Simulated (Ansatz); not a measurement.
# Li₂O (slab): what the fields show

```yaml
crystal:
  lattice:
    - [6.54173, 0.00000, 0.00000]
    - [-3.27086, 5.66530, 0.00000]
    - [0.00000, 0.00000, 22.67662]
  atoms:
    - { symbol: Li, position: [0.50000, 0.50000, 0.35279] }
    - { symbol: Li, position: [0.50000, 0.00000, 0.35279] }
    - { symbol: Li, position: [0.00000, 0.50000, 0.35279] }
    - { symbol: Li, position: [0.00000, 0.00000, 0.35279] }
    - { symbol: O, position: [0.33333, 0.16667, 0.38223] }
    - { symbol: O, position: [0.33333, 0.66667, 0.38223] }
    - { symbol: O, position: [0.83333, 0.16667, 0.38223] }
    - { symbol: O, position: [0.83333, 0.66667, 0.38223] }
    - { symbol: Li, position: [0.66667, 0.33333, 0.41167] }
    - { symbol: Li, position: [0.66667, 0.83333, 0.41167] }
    - { symbol: Li, position: [0.16667, 0.33333, 0.41167] }
    - { symbol: Li, position: [0.16667, 0.83333, 0.41167] }
    - { symbol: Li, position: [0.83333, 0.66667, 0.47056] }
    - { symbol: Li, position: [0.83333, 0.16667, 0.47056] }
    - { symbol: Li, position: [0.33333, 0.66667, 0.47056] }
    - { symbol: Li, position: [0.33333, 0.16667, 0.47056] }
    - { symbol: O, position: [0.66667, 0.33333, 0.50001] }
    - { symbol: O, position: [0.66667, 0.83333, 0.50001] }
    - { symbol: O, position: [0.16667, 0.33333, 0.50001] }
    - { symbol: O, position: [0.16667, 0.83333, 0.50001] }
    - { symbol: Li, position: [0.00000, 0.50000, 0.52945] }
    - { symbol: Li, position: [0.00000, 0.00000, 0.52945] }
    - { symbol: Li, position: [0.50000, 0.50000, 0.52945] }
    - { symbol: Li, position: [0.50000, 0.00000, 0.52945] }
    - { symbol: Li, position: [0.16667, 0.83333, 0.58832] }
    - { symbol: Li, position: [0.16667, 0.33333, 0.58832] }
    - { symbol: Li, position: [0.66667, 0.83333, 0.58832] }
    - { symbol: Li, position: [0.66667, 0.33333, 0.58832] }
    - { symbol: O, position: [0.00000, 0.50000, 0.61813] }
    - { symbol: O, position: [0.00000, 0.00000, 0.61813] }
    - { symbol: O, position: [0.50000, 0.50000, 0.61813] }
    - { symbol: O, position: [0.50000, 0.00000, 0.61813] }
    - { symbol: Li, position: [0.33333, 0.66667, 0.64542] }
    - { symbol: Li, position: [0.33333, 0.16667, 0.64542] }
    - { symbol: Li, position: [0.83333, 0.66667, 0.64542] }
    - { symbol: Li, position: [0.83333, 0.16667, 0.64542] }
```

Computed with DFT PBE, scalar-relativistic, plane waves, PAW in Ansatz.

Core electrons are frozen (PAW), and the valence fields are smoothed inside the atomic spheres.

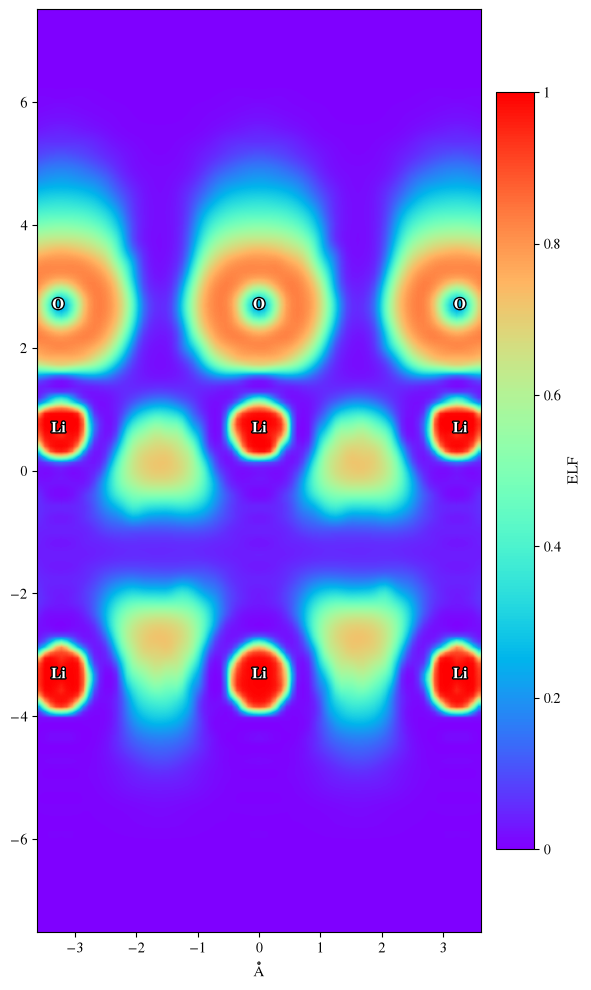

Figure 1. Electron localisation function on the (100) plane of the calculation cell, a cut from vacuum to vacuum.

Describe what can be read from this map.

Answer. Atoms in the plane: Li and O. Atoms just off the plane (O, 0.9 Å away and Li, 0.9 Å away) can leave unmarked features too. Li–O (2.01 Å): the ELF peaks at about 0.80 in the valence shell of O, 0.6 Å from its nucleus, and falls to about 0 next to Li (a largely ionic contact). The features right at Li lie inside the PAW spheres, where the map follows smoothed inner orbitals and isn't to be read closely.

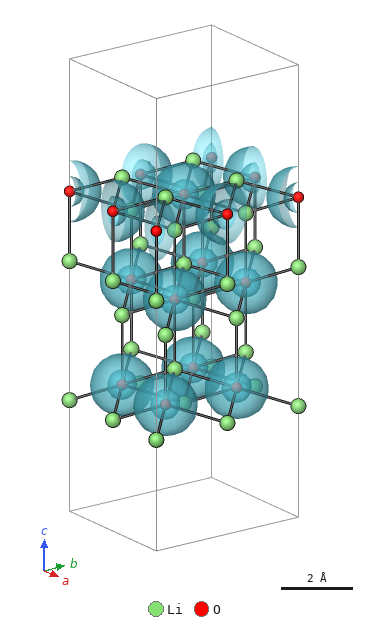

Figure 2. Isosurface of the ELF at 0.75 (cyan), seen slightly off an axis. Core shells and regions of very low density are left out. Sticks mark near contacts.

What do the ELF domains correspond to?

Answer. The ELF exceeds this value in twelve regions wrapped around O (the valence shell of each), counted in one cell of 36 atoms. Counts are for one cell; the picture repeats the cell along the surface.


Li–O (1.99 Å): the ELF peaks at about 0.85 in the valence shell of O, 0.6 Å from its nucleus, and falls to about 0.05 next to Li: a closed-shell, largely ionic contact.

Metal or insulator at this level of theory?

Answer. It is gapped, with a Kohn–Sham gap of 2.7 eV on the k-point mesh (the band edges may lie off the mesh, which would make the gap smaller).
